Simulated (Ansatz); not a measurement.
**Run report: SnO, geometry relaxation (part 2 of 2)**

Continued. System: SnO (slab, 4 atoms in the cell). Method: DFT PBE+D3(BJ), scalar-relativistic, plane waves, PAW, no spin polarisation (Ansatz 0.2.0); cutoff 420 eV, 6×6×1 k-mesh, Gaussian smearing of 0.02 eV. The structure derives from an entry of the Crystallography Open Database. It belongs to a series of runs on one base structure; here: strain along x +0.020, atoms relaxed.

Geometry of the input (Å; fractional positions):
```
3.8971  0.0000  0.0000
-0.0000  3.8207  0.0000
0.0000  0.0000  30.6344
Sn 0.9999  0.9999  0.4614
O  0.9999  0.4999  0.5000
O  0.4999  0.9999  0.5000
Sn 0.4998  0.4998  0.5386
```

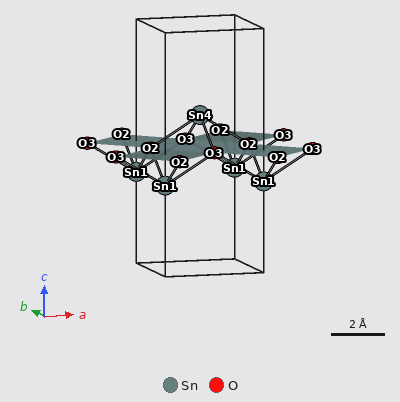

Figure 1. The geometry at step 1 of the log (polyhedral view of the cell of the calculation, with the vacuum cut short, seen slightly off an axis; polyhedra are completed across the faces of the cell; atoms are numbered from 1 in the order of the input).

### What the program printed, continued
```
SCF iter   1: F=—  HF=-13183.804271 eV  |F-HF|=—  |Δ(HF+E_count)|=         —  Δρ=1.87e-3  dr2=4.19e-2  ethr=1.77e-3  ⟨swp⟩=10.3  Hψ=2269  notcnv=0
preconditioner: auto → Resta (q_TF=auto, 1.819 Å⁻¹)  ε∞=1.4  [insulator: Δε(μ)=3.012 eV  Ē_g=17.388 eV  σ=0.020 eV  W_gap=1.00  n_scr=48 (ndim 8)  ℏωp=11.0 eV  f_vac=0.789  D(μ)=0.00/eV (n_scr^D=0)  ε∞_Penn≈1.4  vacuum switching on, ρ_ref=2.2e-2 e/Å³]
SCF iter   2: F=—  HF=-13183.803266 eV  |F-HF|=—  |Δ(HF+E_count)|=   1.01e-3  Δρ=2.43e-3  dr2=3.05e-2  ethr=1.05e-4  ⟨swp⟩=4.9  Hψ=1134  notcnv=0
SCF iter   3: F=—  HF=-13183.797563 eV  |F-HF|=—  |Δ(HF+E_count)|=   5.70e-3  Δρ=3.15e-4  dr2=9.09e-4  ethr=7.63e-5  ⟨swp⟩=3.1  Hψ=605  notcnv=0
SCF iter   4: F=—  HF=-13183.799330 eV  |F-HF|=—  |Δ(HF+E_count)|=   1.77e-3  Δρ=1.23e-4  dr2=1.13e-4  ethr=2.27e-6  ⟨swp⟩=4.4  Hψ=1002  notcnv=0
SCF iter   5: F=—  HF=-13183.799642 eV  |F-HF|=—  |Δ(HF+E_count)|=   3.13e-4  Δρ=3.82e-5  dr2=6.81e-6  ethr=2.83e-7  ⟨swp⟩=3.6  Hψ=911  notcnv=0
iter 6 did not close the SCF: its close was put off until two iterations running show no level that it waits for move by more than its bar (scf_convergence_deferred on its scf_iter line)
SCF iter   6: F=-13183.799657 eV  HF=-13183.799656 eV  |F-HF|=7.03e-7  |Δ(HF+E_count)|=   1.37e-5  Δρ=9.99e-6  dr2=6.36e-7  ethr=6.25e-9  ⟨swp⟩=24.1  Hψ=4644  notcnv=0
iter 7 did not close the SCF: its close was put off until two iterations running show no level that it waits for move by more than its bar (scf_convergence_deferred on its scf_iter line)
SCF iter   7: F=-13183.799657 eV  HF=-13183.799657 eV  |F-HF|=1.01e-7  |Δ(HF+E_count)|=   1.01e-6  Δρ=1.55e-6  dr2=1.50e-8  ethr=1.59e-9  ⟨swp⟩=13.1  Hψ=3611  notcnv=0
iter 8 did not close the SCF: its close was put off until two iterations running show no level that it waits for move by more than its bar (scf_convergence_deferred on its scf_iter line)
SCF iter   8: F=-13183.799657 eV  HF=-13183.799657 eV  |F-HF|=7.06e-10  |Δ(HF+E_count)|=   1.09e-7  Δρ=1.26e-7  dr2=7.25e-11  ethr=3.75e-11  ⟨swp⟩=9.6  Hψ=2896  notcnv=0
iter 9 did not close the SCF: its close was put off until two iterations running show no level that it waits for move by more than its bar (scf_convergence_deferred on its scf_iter line)
SCF iter   9: F=-13183.799657 eV  HF=-13183.799657 eV  |F-HF|=5.46e-12  |Δ(HF+E_count)|=  5.20e-10  Δρ=3.08e-8  dr2=4.09e-12  ethr=1.00e-12  ⟨swp⟩=6.6  Hψ=2188  notcnv=0
SCF iter  10: F=-13183.799657 eV  HF=-13183.799657 eV  |F-HF|=0.00e0  |Δ(HF+E_count)|=  2.55e-11  Δρ=3.80e-9  dr2=4.21e-14  ethr=1.00e-12  ⟨swp⟩=6.2  Hψ=1918  notcnv=0
SCF 1 converged in 10 iterations: F = -13183.799657 eV  dr2 = 4.21e-14
  greatest PAW one-centre occupation: 0.993 electrons in one spin orbital (limit 2), on the Sn atom at site 3 (counted from 0), in its partial waves of l = 2
relax step   1: F+E_penalty+E_count = -13183.79965716 eV  Δ(F+E_penalty+E_count) = +0.000e0 eV  max|allowed force component| = 2.063e-1 eV/Å  Δτ_max = 0.0000 Å  (10 SCF iters, dr2 threshold 2.50e-6 eV, accepted)
Initial density: handed on by an earlier stage of this run
Initial wavefunctions: those handed on with the density
iter 1 solved again at ethr=1.49e-5 eV; its pass at ethr=3.10e-3 eV (dr2=5.95e-3 eV) is discarded
SCF iter   1: F=—  HF=-13183.804511 eV  |F-HF|=—  |Δ(HF+E_count)|=         —  Δρ=9.24e-4  dr2=6.05e-3  ethr=1.49e-5  ⟨swp⟩=3.1  Hψ=1511  notcnv=0
preconditioner: auto → Resta (q_TF=auto, 1.819 Å⁻¹)  ε∞=1.4  [insulator: Δε(μ)=2.982 eV  Ē_g=17.570 eV  σ=0.020 eV  W_gap=1.00  n_scr=48 (ndim 8)  ℏωp=11.0 eV  f_vac=0.787  D(μ)=0.00/eV (n_scr^D=0)  ε∞_Penn≈1.4  vacuum switching on, ρ_ref=2.2e-2 e/Å³]
SCF iter   2: F=—  HF=-13183.802711 eV  |F-HF|=—  |Δ(HF+E_count)|=   1.80e-3  Δρ=6.54e-4  dr2=1.34e-3  ethr=1.49e-5  ⟨swp⟩=4.4  Hψ=898  notcnv=0
SCF iter   3: F=—  HF=-13183.802575 eV  |F-HF|=—  |Δ(HF+E_count)|=   1.36e-4  Δρ=3.90e-4  dr2=7.95e-4  ethr=3.36e-6  ⟨swp⟩=3.4  Hψ=807  notcnv=0
SCF iter   4: F=—  HF=-13183.802422 eV  |F-HF|=—  |Δ(HF+E_count)|=   1.53e-4  Δρ=1.06e-4  dr2=3.16e-5  ethr=1.99e-6  ⟨swp⟩=2.4  Hψ=563  notcnv=0
SCF iter   5: F=-13183.802425 eV  HF=-13183.802424 eV  |F-HF|=4.48e-7  |Δ(HF+E_count)|=   2.55e-6  Δρ=2.43e-5  dr2=1.45e-6  ethr=6.65e-9  ⟨swp⟩=16.9  Hψ=4821  notcnv=0
SCF 2 converged in 5 iterations: F = -13183.802425 eV  dr2 = 1.45e-6
relax step   2: F+E_penalty+E_count = -13183.80242458 eV  Δ(F+E_penalty+E_count) = -2.767e-3 eV  max|allowed force component| = 1.901e-1 eV/Å  Δτ_max = 0.0233 Å  (5 SCF iters, dr2 threshold 2.66e-6 eV, accepted)
SCF iter   1: F=—  HF=-13183.804690 eV  |F-HF|=—  |Δ(HF+E_count)|=         —  Δρ=3.08e-4  dr2=7.70e-4  ethr=1.82e-5  ⟨swp⟩=3.9  Hψ=968  notcnv=0
preconditioner: auto → Resta (q_TF=auto, 1.819 Å⁻¹)  ε∞=1.4  [insulator: Δε(μ)=2.991 eV  Ē_g=17.539 eV  σ=0.020 eV  W_gap=1.00  n_scr=48 (ndim 8)  ℏωp=11.0 eV  f_vac=0.786  D(μ)=0.00/eV (n_scr^D=0)  ε∞_Penn≈1.4  vacuum switching on, ρ_ref=2.2e-2 e/Å³]
SCF iter   2: F=—  HF=-13183.804460 eV  |F-HF|=—  |Δ(HF+E_count)|=   2.30e-4  Δρ=2.50e-4  dr2=1.86e-4  ethr=1.93e-6  ⟨swp⟩=3.1  Hψ=943  notcnv=0
SCF iter   3: F=—  HF=-13183.804445 eV  |F-HF|=—  |Δ(HF+E_count)|=   1.51e-5  Δρ=1.44e-4  dr2=1.15e-4  ethr=4.64e-7  ⟨swp⟩=3.5  Hψ=825  notcnv=0
SCF iter   4: F=—  HF=-13183.804422 eV  |F-HF|=—  |Δ(HF+E_count)|=   2.33e-5  Δρ=4.03e-5  dr2=4.43e-6  ethr=2.89e-7  ⟨swp⟩=2.3  Hψ=519  notcnv=0
SCF iter   5: F=-13183.804422 eV  HF=-13183.804422 eV  |F-HF|=3.04e-8  |Δ(HF+E_count)|=   3.99e-7  Δρ=8.64e-6  dr2=1.91e-7  ethr=5.65e-9  ⟨swp⟩=19.2  Hψ=4401  notcnv=0
SCF 3 converged in 5 iterations: F = -13183.804422 eV  dr2 = 1.91e-7
relax step   3: F+E_penalty+E_count = -13183.80442236 eV  Δ(F+E_penalty+E_count) = -1.998e-3 eV  max|allowed force component| = 3.812e-2 eV/Å  Δτ_max = 0.0095 Å  (5 SCF iters, dr2 threshold 2.26e-6 eV, accepted)
SCF iter   1: F=—  HF=-13183.804815 eV  |F-HF|=—  |Δ(HF+E_count)|=         —  Δρ=2.24e-4  dr2=2.86e-4  ethr=8.42e-6  ⟨swp⟩=2.1  Hψ=863  notcnv=0
preconditioner: auto → Resta (q_TF=auto, 1.819 Å⁻¹)  ε∞=1.4  [insulator: Δε(μ)=2.995 eV  Ē_g=17.533 eV  σ=0.020 eV  W_gap=1.00  n_scr=48 (ndim 8)  ℏωp=11.0 eV  f_vac=0.786  D(μ)=0.00/eV (n_scr^D=0)  ε∞_Penn≈1.4  vacuum switching on, ρ_ref=2.2e-2 e/Å³]
SCF iter   2: F=—  HF=-13183.804700 eV  |F-HF|=—  |Δ(HF+E_count)|=   1.15e-4  Δρ=9.25e-5  dr2=3.63e-5  ethr=7.15e-7  ⟨swp⟩=2.7  Hψ=704  notcnv=0
SCF iter   3: F=—  HF=-13183.804678 eV  |F-HF|=—  |Δ(HF+E_count)|=   2.14e-5  Δρ=4.38e-5  dr2=9.17e-6  ethr=9.08e-8  ⟨swp⟩=2.8  Hψ=596  notcnv=0
SCF iter   4: F=—  HF=-13183.804677 eV  |F-HF|=—  |Δ(HF+E_count)|=   1.45e-6  Δρ=1.95e-5  dr2=1.31e-6  ethr=2.29e-8  ⟨swp⟩=3.1  Hψ=617  notcnv=0
SCF iter   5: F=-13183.804677 eV  HF=-13183.804677 eV  |F-HF|=2.93e-8  |Δ(HF+E_count)|=   1.46e-9  Δρ=4.92e-6  dr2=9.99e-8  ethr=2.50e-10  ⟨swp⟩=14.5  Hψ=4051  notcnv=0
SCF 4 converged in 5 iterations: F = -13183.804677 eV  dr2 = 9.99e-8
relax step   4: F+E_penalty+E_count = -13183.80467688 eV  Δ(F+E_penalty+E_count) = -2.545e-4 eV  max|allowed force component| = 1.654e-3 eV/Å  Δτ_max = 0.0062 Å  (5 SCF iters, accepted)
NSCF: frozen V_eff on 41 k-points
WARN: The output density's exchange-correlation potential varies sharply where the density is thin. Do not read a vacuum level from v_tot or v_xc, or from such a field of the output density. On a cell that repeats whose density bears no net charge and no dipole along the vacuum's axis use v_es (v_loc + v_h of the components); under efield.dipole_correction with no amplitude use v_es + v_field, which holds any external_charges[].barrier, or the levels of the report's work_function block, which leave it out; under a non-zero efield.amplitude the vacuum is tilted and has no level; on a cell that repeats and bears such a dipole with no correction it is tilted too, and efield.dipole_correction with no amplitude gives each side of its ramp a level where efield: is served; in a cell that repeats whose density bears a net charge (total_charge, or a fill off its count) it is curved and has none; of a slab under crystal.periodic whose density bears no net charge use v_es, which has a level on each side, short of where the two are joined; of another it falls or rises all the way out and has none; of a slab beside external_charges read slab_vacuum_level instead, which it has where they leave it neutral. The grid or the basis barely resolves most such structure, and the values can differ between equally converged runs; as a rule a tighter scf.convergence.dr2_threshold does not remove it. Where the density itself ripples (under the LDA too) a higher basis.ecutwfc lessens it. The files hold the spikes' plane waves up to the density's cutoff. Files: v_tot_of_output_density and the like, and their columns of v_z.tsv (output.write_potential); v_xc_of_output_density and the like, and their columns of v_comp_z.tsv (output.write_potential_components). Measured: with its Gaussian average of σ = 0.25 Å subtracted twice, the exchange-correlation potential is over 0.1 eV at 10 of the grid points where the equally averaged density (valence and model cores) is under 1e-3 e/Å³, and 0.129 eV at the most among them, at an averaged density of 8.7e-4 e/Å³. The input density's (outcome.potential() and, of a run that writes arrays, v_tot and v_xc) is over 0.1 eV, so measured, at 10 points of its own thin density, 0.128 eV at the most. See output.write_potential in the manual, Limitations
SCF converged after 5 iterations
Free energy (F): -13183.804677 eV
Harris-Foulkes:  -13183.804677 eV  (|F-HF|=2.93e-8)
Internal energy: -13183.804677 eV  (E = F + TS)
E sigma→0 (E₀):  -13183.804677 eV
Fermi energy:    -3.845639 eV
--- Per-component energies (eV) ---
  E_band       = -740.071880
  E_kinetic    = 721.427752
  E_local      = -64987.671798  (includes V_loc(G=0)·N_el)
  E_nonlocal   = 31.590331
  E_hartree    = 32326.526657
  E_xc         = -912.254276
  E_vxc        = -379.347125  (∫ρ·V_xc dr)
  E_paw        = -8587.149487  (= ΣΔE_a)
  E_vpaw       = -779.157736  (= ΣTr[D̂ρ^β])
  E_aug_tail   = 0.004775  (compensation charges beyond the density's cutoff)
  E_ewald      = 28224.259332
  E_disp       = -0.537963  (pairwise vdW)
  E_smearing   = -0.000000  (= −TS)
  E_closure    = -0.000000  (closes the sum)
  Σ components = -13183.804677   (vs F -13183.804677, Δ=0.00e0)
--- Forces (eV/Å), atoms counted from 1 ---
  atom   1  Sn     0.00000000    -0.00000000     0.00010034
  atom   2  O     -0.00000000     0.00000000    -0.00165435
  atom   3  O      0.00000000     0.00000000     0.00165435
  atom   4  Sn    -0.00000000     0.00000000    -0.00010034
  max |Σ_I F_I| component: 2.30e-19 eV/Å
--- 2D stress c σ (N/m, compression-positive) ---
       -0.699772       0.000000       0.000000
        0.000000      -0.728846       0.000000
        0.000000       0.000000       0.000000
  P = ½ c Tr σ = -0.7143 N/m
--- Band table (eV; the first three rows and the last of 16) ---
  k-point 0: bands = ["-25.9427", "-25.5947", "-25.5604", "-25.5602", "-25.5504", "-25.5171", "-25.5169", "-25.4902", "-25.4838", "-25.4802", "-23.9039", "-21.5244", "-12.1361", "-10.0429", "-9.9081", "-9.0703", "-7.3990", "-7.0750", "-7.0618", "-5.3754", "-2.3481", "-2.3066", "-0.1732", "-0.0677"]
  k-point 1: bands = ["-25.9307", "-25.5996", "-25.5637", "-25.5584", "-25.5559", "-25.5557", "-25.5138", "-25.5088", "-25.4808", "-25.4740", "-23.6974", "-21.6440", "-12.0715", "-9.9227", "-9.8707", "-9.4471", "-7.6710", "-7.2990", "-6.9890", "-5.3433", "-1.7648", "-1.7423", "-0.7115", "0.1312"]
  k-point 2: bands = ["-25.8970", "-25.7240", "-25.5703", "-25.5666", "-25.5516", "-25.5494", "-25.5047", "-25.4884", "-25.4847", "-25.4701", "-23.1900", "-22.0063", "-11.8471", "-10.4029", "-9.6895", "-9.3849", "-8.2359", "-7.9116", "-6.5824", "-5.3886", "-1.8122", "-1.4969", "-0.5244", "-0.1551"]
  k-point 15: bands = ["-25.8695", "-25.8695", "-25.5672", "-25.5672", "-25.5332", "-25.5332", "-25.4740", "-25.4740", "-25.4626", "-25.4626", "-22.3588", "-22.3588", "-12.7738", "-12.7738", "-9.1218", "-9.1218", "-6.4318", "-6.4318", "-6.0542", "-6.0542", "-2.2480", "-2.2480", "-0.1322", "-0.1322"]
--- Relaxed structure (4 steps of the walk, 4 accepted, 0 SCFs on fresh bases) ---
  F+E_penalty+E_count = -13183.80467688 eV   max|allowed force component| = 1.654e-3 eV/Å
  cell:  # Å, volume = 456.1259 Å³
    - [3.8970639244999647, 5.41407799998041e-6, 0.0]
    - [-5.3079196078621645e-6, 3.8206509064000347, 0.0]
    - [0.0, 0.0, 30.6344298628]
  atoms:
    - { symbol: Sn, position: [0.99985066345, 0.9998506634500001, 0.4618259313148668] }
    - { symbol: O, position: [0.99985066345, 0.49985066345000007, 0.5006623860508641] }
    - { symbol: O, position: [0.49985066345, 0.99985066345, 0.49933761394913606] }
    - { symbol: Sn, position: [0.49985066345, 0.49985066345000007, 0.5381740686851335] }
```

### Trajectory as extended XYZ (Å, eV, eV/Å), 4 frames, from step=1 to step=4
```
4
Lattice="3.8971 0.0000 0.0000 -0.0000 3.8207 0.0000 0.0000 0.0000 30.6344" Properties=species:S:1:pos:R:3:forces:R:3 step=1 energy=-13183.79966
Sn    3.8965    3.8201   14.1352    0.0000   0.0000   0.2063
O     3.8965    1.9098   15.3172    0.0000   0.0000   0.1185
O     1.9479    3.8201   15.3172    0.0000   0.0000  -0.1185
Sn    1.9479    1.9098   16.4992    0.0000   0.0000  -0.2063
4
Lattice="3.8971 0.0000 0.0000 -0.0000 3.8207 0.0000 0.0000 0.0000 30.6344" Properties=species:S:1:pos:R:3:forces:R:3 step=2 energy=-13183.80242
Sn    3.8965    3.8201   14.1585    0.0000   0.0000  -0.1901
O     3.8965    1.9098   15.3317    0.0000   0.0000   0.0397
O     1.9479    3.8201   15.3028    0.0000   0.0000  -0.0397
Sn    1.9479    1.9098   16.4759    0.0000   0.0000   0.1901
4
Lattice="3.8971 0.0000 0.0000 -0.0000 3.8207 0.0000 0.0000 0.0000 30.6344" Properties=species:S:1:pos:R:3:forces:R:3 step=3 energy=-13183.80442
Sn    3.8965    3.8201   14.1490    0.0000   0.0000  -0.0234
O     3.8965    1.9098   15.3313    0.0000   0.0000   0.0381
O     1.9479    3.8201   15.3031    0.0000   0.0000  -0.0381
Sn    1.9479    1.9098   16.4854    0.0000   0.0000   0.0234
4
Lattice="3.8971 0.0000 0.0000 -0.0000 3.8207 0.0000 0.0000 0.0000 30.6344" Properties=species:S:1:pos:R:3:forces:R:3 step=4 energy=-13183.80468
Sn    3.8965    3.8201   14.1478    0.0000   0.0000   0.0001
O     3.8965    1.9098   15.3375    0.0000   0.0000  -0.0017
O     1.9479    3.8201   15.2969    0.0000   0.0000   0.0017
Sn    1.9479    1.9098   16.4867    0.0000   0.0000  -0.0001
```

### Summary

```tsv
quantity	value
outcome	converged
electrons treated	40
free energy	−13183.8047 eV
work function, top face	3.85 eV
work function, bottom face	3.85 eV
Fermi energy	−3.846 eV
gap on the k-point mesh	3.00 eV
gap on the band path	2.99 eV
final volume	456.13 Å³
work function (upper face)	3.85 eV
largest force (length of the vector) at the end	0.002 eV/Å
hardware	2 threads of AMD EPYC (Zen 5), 32 GiB of memory available, shared host
wall time	12 s (CPU time 24 s)
peak memory	0.72 GiB
```

Warnings of the run: the SCF threshold is looser than advised for the printed stress; the structure was made exactly symmetric; the exchange-correlation potential is rough where the density is thin.
